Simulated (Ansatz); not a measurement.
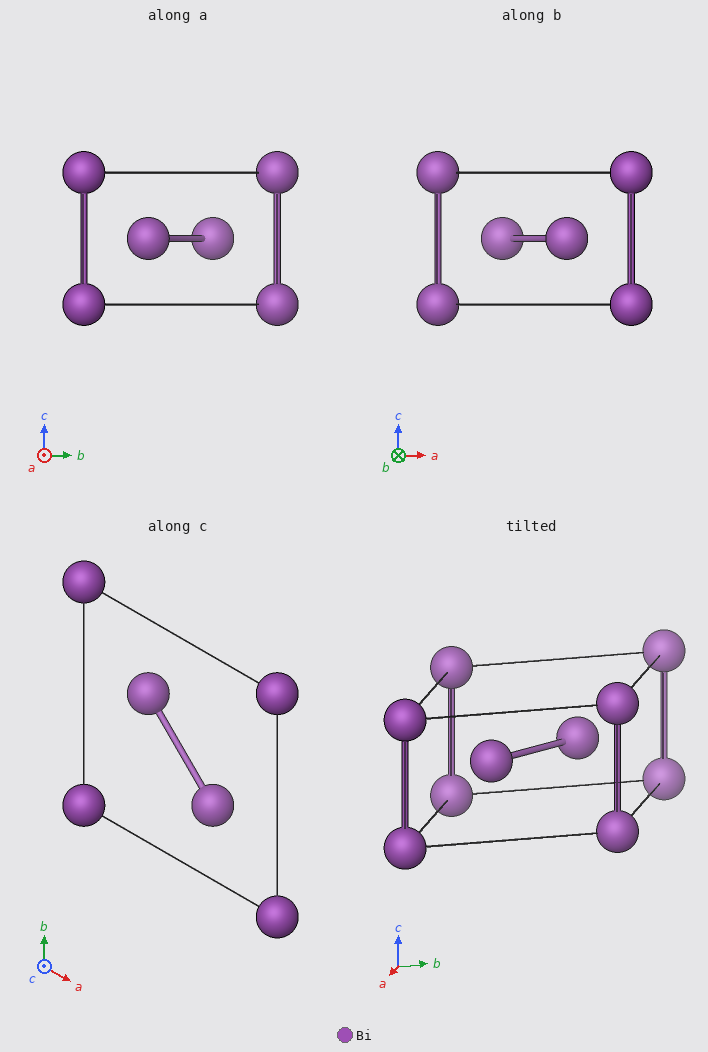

The crystal in a ball-and-stick representation, seen along the a axis, along the b axis, along the c axis and slightly off an axis. The outline marks the conventional unit cell.

Lattice parameters: a = 5.350 Å, b = 5.350 Å, c = 3.160 Å, α = 90.00°, β = 90.00°, γ = 120.00°.

### Put the structure into a table of Wyckoff sites.

Space group P6/mmm (No. 191).
```csv
atom,site,x,y,z
Bi,1a,0.0000,0.0000,0.0000
Bi,2d,0.3333,0.6667,0.5000
```

Starting structure: a structure type filled with this element by a generator (whether the element takes this form wasn't checked). Earlier steps of the study may have refined or changed the cell and positions. Ansatz was used for an electronic-structure calculation on it.

At this level of theory the cell isn't at rest (compressed, at 11 GPa), so its distances can differ from those at equilibrium, the more so the softer the solid.
